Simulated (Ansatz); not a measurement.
Structure (in its standard cell), the geometry relaxed with DFT, RPBE, plane waves (420 eV) with PAW, scalar-relativistic in Ansatz 0.2.0; the starting structure was generated, so it need not be a known form of this composition:

```
Ti
1.0
     4.62874    0.00000    0.00000
    -2.31437    4.00861    0.00000
     0.00000    0.00000    2.85676
Ti
3
Cartesian
  0.0000 0.0000 0.0000
  0.0000 2.6724 1.4284
  2.3144 1.3362 1.4284
```

**What does the kinematic electron diffraction pattern along [001] look like at 100 kV (B = 0.5 Å²)?**

The spots form a hexagonal net with both shortest vectors at d = 2.31 Å, 60.0° apart. They are 2 -1 0 and 1 1 0. The pattern has symmetry 6mm. Reflections such as 0 1 0, 1 -1 0, 1 0 0 are allowed but too weak to see at this display level.

Strongest reflections with d > 0.80 Å, one of each family (|F|² from tabulated Gaussian fits of the electron scattering factors, times a small damping for the curvature of the Ewald sphere):

```tsv
hkl	d (Å)	I (strongest = 100)
2 -1 0	2.314	100
3 0 0	1.336	27
4 -2 0	1.157	18
5 -1 0	0.875	7
```

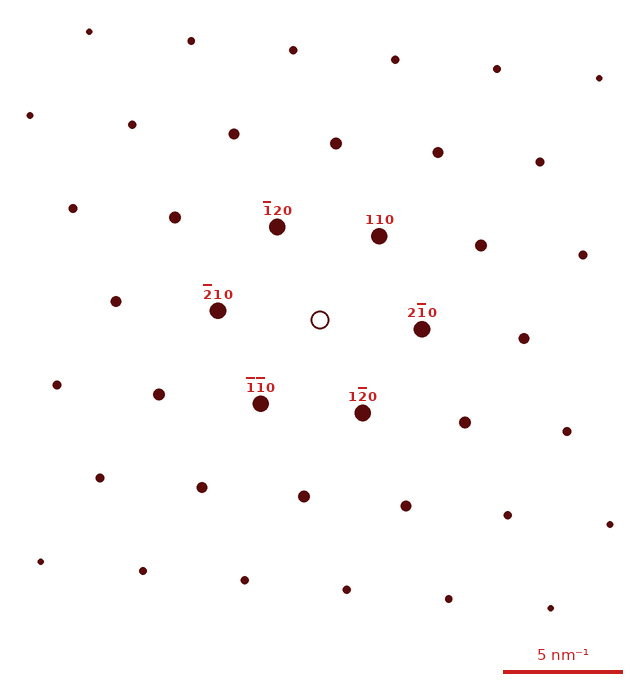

Calculated pattern, seen from the source side with [001] pointing towards the source.
